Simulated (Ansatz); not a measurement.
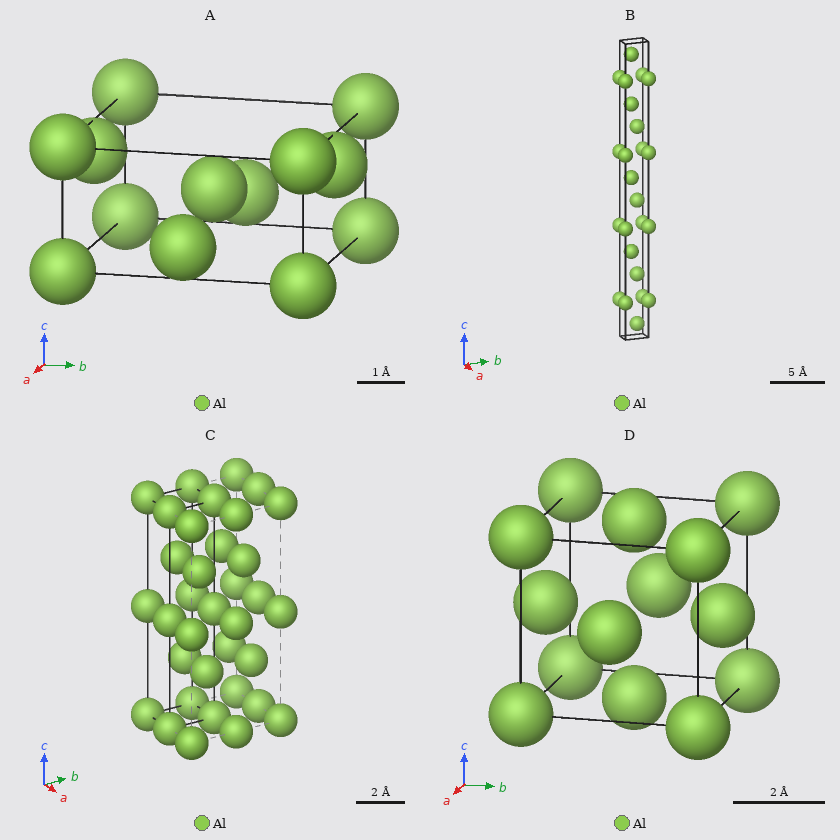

Four structures of Al, each relaxed to rest (conventional cells in solid outline, small ones repeated, each panel with its own scale). Method: Ansatz, DFT PBE, scalar-relativistic, plane waves, PAW, without spin polarisation.

> What are the structures shown?

A: β-tin type, I4_1/amd; B: 12 atoms a cell on a primitive hexagonal lattice, P-3m1; C: double hexagonal close-packed (α-La type), P6_3/mmc; D: face-centred cubic (Cu type), Fm-3m.

> Rank them by energy, lowest first.

D, then B (+12 meV/atom), C (+20 meV/atom) and A (+287 meV/atom), energies at zero smearing.

> Collect the results in a table.

| panel | structure | E − E(lowest) (meV/atom) | volume (Å³/atom) | gap (eV) |
| --- | --- | --- | --- | --- |
| D | Fm-3m | 0 | 16.5 | metal |
| B | P-3m1 | 12 | 16.5 | metal |
| C | P6_3/mmc | 20 | 16.6 | metal |
| A | I4_1/amd | 287 | 19.2 | metal |

Some of these may be structure types tried for this composition rather than known phases, and the most stable form need not be among them. Gaps are taken on the k-mesh or band path of each run.
